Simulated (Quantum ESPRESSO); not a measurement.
# Band-structure run, with input and output: TiAl (part 2 of 2)

The same run, continued: TiAl (Pm-3m, 2 atoms in the cell); Kohn-Sham DFT of a periodic cell, PBE with D3(BJ), PseudoDojo 0.4 SR PBE stringent, no spin polarisation (Quantum ESPRESSO 7.5); cutoff 1142.88 eV, 8×8×8 k-mesh, fermi-dirac of 0.1 eV. The structure derives from a Materials Project entry.

Geometry of the input (Å; fractional positions):
```
3.1791  0.0000  0.0000
0.0000  3.1791  0.0000
0.0000  0.0000  3.1791
Ti 0.0000  0.0000  0.0000
Al 0.5000  0.5000  0.5000
```

Log, continued
```
     total energy              =    -123.45289197 Ry
     estimated scf accuracy    <       0.00005602 Ry

     iteration #  5     ecut=    84.00 Ry     beta= 0.50
     Davidson diagonalization with overlap
     ethr =  3.73E-07,  avg # of iterations =  2.9

     total energy              =    -123.45290724 Ry
     estimated scf accuracy    <       0.00000689 Ry

     iteration #  6     ecut=    84.00 Ry     beta= 0.50
     Davidson diagonalization with overlap
     ethr =  4.60E-08,  avg # of iterations =  2.5

     total energy              =    -123.45290888 Ry
     estimated scf accuracy    <       0.00000039 Ry

     iteration #  7     ecut=    84.00 Ry     beta= 0.50
     Davidson diagonalization with overlap
     ethr =  2.58E-09,  avg # of iterations =  2.3

     total energy              =    -123.45290893 Ry
     estimated scf accuracy    <       0.00000003 Ry

     iteration #  8     ecut=    84.00 Ry     beta= 0.50
     Davidson diagonalization with overlap
     ethr =  1.83E-10,  avg # of iterations =  2.9

     total energy              =    -123.45290894 Ry
     estimated scf accuracy    <          5.8E-09 Ry

     iteration #  9     ecut=    84.00 Ry     beta= 0.50
     Davidson diagonalization with overlap
     ethr =  3.86E-11,  avg # of iterations =  2.0

     End of self-consistent calculation

          k = 0.0000 0.0000 0.0000 (  2801 PWs)   bands (ev):

   -45.4271 -21.6377 -21.6377 -21.6377   2.1775  10.0197  10.0197  13.2665
    13.2665  13.2665  15.8637  15.8637  15.8637

          k = 0.0000 0.0000 0.1250 (  2857 PWs)   bands (ev):

   -45.4250 -21.6630 -21.6355 -21.6355   2.4257   9.8661  10.1301  12.8832
    12.8832  13.2955  15.0119  16.4306  16.4306

          k = 0.0000 0.0000 0.2500 (  2814 PWs)   bands (ev):

   -45.4197 -21.7238 -21.6301 -21.6301   3.1492   9.0775  10.4206  12.2446
    12.2446  13.3667  14.2090  17.6434  17.6434

          k = 0.0000 0.0000 0.3750 (  2830 PWs)   bands (ev):

   -45.4144 -21.7840 -21.6247 -21.6247   4.2815   7.5800  10.7552  11.7760
    11.7760  13.4396  14.2774  18.3255  19.1360

          k = 0.0000 0.0000-0.5000 (  2826 PWs)   bands (ev):

   -45.4123 -21.8087 -21.6225 -21.6225   5.4127   6.2596  10.9112  11.6090
    11.6090  13.4704  14.4554  17.9750  20.9382

          k = 0.0000 0.1250 0.1250 (  2843 PWs)   bands (ev):

   -45.4228 -21.6619 -21.6593 -21.6332   2.6689   9.9120  10.0733  12.4503
    12.7917  13.0966  15.3108  15.7108  16.9278

          k = 0.0000 0.1250 0.2500 (  2815 PWs)   bands (ev):

   -45.4176 -21.7209 -21.6547 -21.6279   3.3764   9.2181  10.3139  11.8921
    12.2851  13.1066  14.4748  16.5283  18.0449

          k = 0.0000 0.1250 0.3750 (  2818 PWs)   bands (ev):

   -45.4123 -21.7806 -21.6489 -21.6225   4.4766   7.7533  10.7038  11.5258
    11.8439  13.1938  14.3317  17.4785  19.1775

          k = 0.0000 0.1250-0.5000 (  2826 PWs)   bands (ev):

   -45.4102 -21.8052 -21.6465 -21.6203   5.5251   6.5188  10.9903  11.2654
    11.6827  13.2332  14.4359  17.8325  19.4544

          k = 0.0000 0.2500 0.2500 (  2824 PWs)   bands (ev):

   -45.4124 -21.7165 -21.7113 -21.6226   4.0312   9.5054   9.6671  11.5567
    12.2936  12.6999  14.5966  15.8097  18.9424

          k = 0.0000 0.2500 0.3750 (  2811 PWs)   bands (ev):

   -45.4072 -21.7725 -21.7068 -21.6172   5.0198   8.2288  10.1233  11.3411
    12.0142  12.6937  14.3609  16.3683  18.5481

          k = 0.0000 0.2500-0.5000 (  2802 PWs)   bands (ev):

   -45.4051 -21.7966 -21.7039 -21.6150   5.8340   7.2567  10.4822  11.0810
    11.8714  12.7409  14.3560  17.1598  17.5886

          k = 0.0000 0.3750 0.3750 (  2830 PWs)   bands (ev):

   -45.4021 -21.7656 -21.7630 -21.6119   5.7629   8.6564   9.4352  11.1071
    12.1556  12.3217  14.2654  16.0659  17.3645

          k = 0.0000 0.3750-0.5000 (  2818 PWs)   bands (ev):

   -45.4000 -21.7880 -21.7609 -21.6097   6.2289   8.3502   9.6956  10.7425
    12.0782  12.3259  14.2368  16.4691  16.4968

          k = 0.0000-0.5000-0.5000 (  2832 PWs)   bands (ev):

   -45.3979 -21.7844 -21.7844 -21.6075   6.4389   9.3412   9.3412   9.9928
    12.1702  12.1702  14.2008  16.1699  16.2475

          k = 0.1250 0.1250 0.1250 (  2824 PWs)   bands (ev):

   -45.4206 -21.6607 -21.6569 -21.6569   2.9072  10.0100  10.0100  12.2305
    12.6852  12.6852  15.8247  15.8247  16.1840

          k = 0.1250 0.1250 0.2500 (  2807 PWs)   bands (ev):

   -45.4154 -21.7181 -21.6534 -21.6513   3.5987   9.3480  10.2743  11.8638
    11.9991  12.7805  14.7983  16.7845  16.8828

          k = 0.1250 0.1250 0.3750 (  2818 PWs)   bands (ev):

   -45.4102 -21.7773 -21.6475 -21.6456   4.6671   7.9257  10.6214  11.4329
    11.8523  12.9032  14.4379  17.6184  17.8587

          k = 0.1250 0.1250-0.5000 (  2830 PWs)   bands (ev):

   -45.4081 -21.8017 -21.6450 -21.6432   5.6442   6.7663  10.9041  11.0959
    11.8525  12.9528  14.4517  17.9242  18.7965

          k = 0.1250 0.2500 0.2500 (  2821 PWs)   bands (ev):

   -45.4103 -21.7137 -21.7086 -21.6466   4.2383   9.6602   9.6817  11.6209
    11.9035  12.4063  15.0254  15.9359  17.4930

          k = 0.1250 0.2500 0.3750 (  2826 PWs)   bands (ev):

   -45.4051 -21.7694 -21.7042 -21.6409   5.1989   8.3891  10.0305  11.4173
    11.9623  12.4464  14.5655  16.4376  18.1905

          k = 0.1250 0.2500-0.5000 (  2816 PWs)   bands (ev):

   -45.4030 -21.7933 -21.7013 -21.6385   5.9725   7.4592  10.1998  11.2445
    12.1116  12.4607  14.4323  17.0581  17.9191

          k = 0.1250 0.3750 0.3750 (  2807 PWs)   bands (ev):

   -45.4001 -21.7625 -21.7601 -21.6352   5.9312   8.7999   9.3125  11.1478
    12.1712  12.3892  14.4461  15.9470  17.3628

          k = 0.1250 0.3750-0.5000 (  2816 PWs)   bands (ev):

   -45.3980 -21.7848 -21.7580 -21.6329   6.3969   8.4370   9.4881  10.8785
    12.3544  12.3789  14.3119  16.1273  16.5668

          k = 0.1250-0.5000-0.5000 (  2804 PWs)   bands (ev):

   -45.3959 -21.7813 -21.7813 -21.6306   6.6274   9.1536   9.1536  10.3371
    12.4602  12.4602  14.2101  15.7957  16.1400

          k = 0.2500 0.2500 0.2500 (  2812 PWs)   bands (ev):

   -45.4052 -21.7088 -21.7022 -21.7022   4.8301   9.6937   9.6937  11.2516
    11.9782  11.9782  15.8928  15.8928  16.2039

          k = 0.2500 0.2500 0.3750 (  2824 PWs)   bands (ev):

   -45.4001 -21.7618 -21.6995 -21.6958   5.7014   8.7483   9.6653  11.6466
    11.7467  12.3300  14.9348  16.1300  16.9123

          k = 0.2500 0.2500-0.5000 (  2810 PWs)   bands (ev):

   -45.3980 -21.7853 -21.6967 -21.6932   6.3570   7.9749   9.6404  11.6906
    11.9679  12.5636  14.5238  16.0439  17.9281

          k = 0.2500 0.3750 0.3750 (  2813 PWs)   bands (ev):

   -45.3951 -21.7552 -21.7530 -21.6912   6.4037   8.9792   9.0393  11.4669
    12.3083  12.5467  14.9494  15.1694  16.7341

          k = 0.2500 0.3750-0.5000 (  2816 PWs)   bands (ev):

   -45.3930 -21.7772 -21.7509 -21.6885   6.8672   8.5344   9.0754  11.4710
    12.5292  12.9723  14.4785  14.8698  16.7243

          k = 0.2500-0.5000-0.5000 (  2832 PWs)   bands (ev):

   -45.3909 -21.7739 -21.7739 -21.6859   7.1639   8.7807   8.7807  11.3175
    13.1484  13.1484  14.2325  14.4170  15.9802

          k = 0.3750 0.3750 0.3750 (  2830 PWs)   bands (ev):

   -45.3900 -21.7486 -21.7458 -21.7458   7.0616   8.7913   8.7913  12.2792
    12.6994  12.6994  14.0174  15.6882  15.6882

          k = 0.3750 0.3750-0.5000 (  2842 PWs)   bands (ev):

   -45.3880 -21.7696 -21.7446 -21.7429   7.5043   8.5073   8.6944  12.5940
    12.7616  13.4357  13.6556  14.6005  16.2524

          k = 0.3750-0.5000-0.5000 (  2836 PWs)   bands (ev):

   -45.3859 -21.7665 -21.7665 -21.7408   7.9093   8.4731   8.4731  12.7609
    12.8460  13.9416  13.9416  14.2550  15.4594

          k =-0.5000-0.5000-0.5000 (  2872 PWs)   bands (ev):

   -45.3838 -21.7634 -21.7634 -21.7634   8.3582   8.3582   8.3582  12.0850
    14.2644  14.2644  14.3669  14.3669  14.3669

     the Fermi energy is    11.4571 ev

!    total energy              =    -123.45290894 Ry
     estimated scf accuracy    <          5.7E-11 Ry
     smearing contrib. (-TS)   =      -0.00576399 Ry
     internal energy E=F+TS    =    -123.44714495 Ry

     The total energy is F=E-TS. E is the sum of the following terms:
     one-electron contribution =     -53.43900678 Ry
     hartree contribution      =      31.62905963 Ry
     xc contribution           =     -19.70043552 Ry
     ewald contribution        =     -81.87115572 Ry
     DFT-D3 Dispersion         =      -0.06560656 Ry

     convergence has been achieved in   9 iterations

     Forces acting on atoms (cartesian axes, Ry/au):

     atom    1 type  1   force =     0.00000000    0.00000000    0.00000000
     atom    2 type  2   force =     0.00000000    0.00000000    0.00000000

     Total force =     0.000000     Total SCF correction =     0.000000

     Computing stress (Cartesian axis) and pressure

          total   stress  (Ry/bohr**3)                   (kbar)     P=      -33.06
  -0.00022471   0.00000000   0.00000000          -33.06        0.00        0.00
   0.00000000  -0.00022471   0.00000000            0.00      -33.06        0.00
   0.00000000   0.00000000  -0.00022471            0.00        0.00      -33.06

=------------------------------------------------------------------------------=
   JOB DONE.
=------------------------------------------------------------------------------=
```

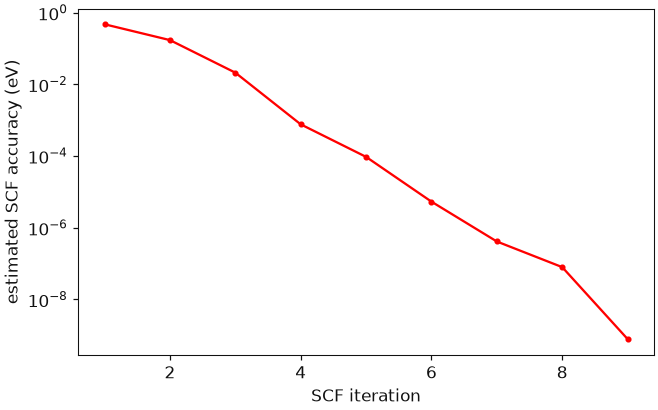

Convergence of the self-consistent field: estimated SCF accuracy against the iteration. The field takes 9 iterations in all.

Key numbers

```csv
quantity,value
outcome,converged
space group (tolerance 0.01 Å),Pm-3m (221)
electrons treated,15
free energy,−1679.6624 eV
Fermi energy,11.457 eV
gap on the k-point mesh,none (metallic)
pressure,−3.31 GPa
largest force (length of the vector),under 0.001 eV/Å
wall time,30 s
peak memory,0.09 GiB
```
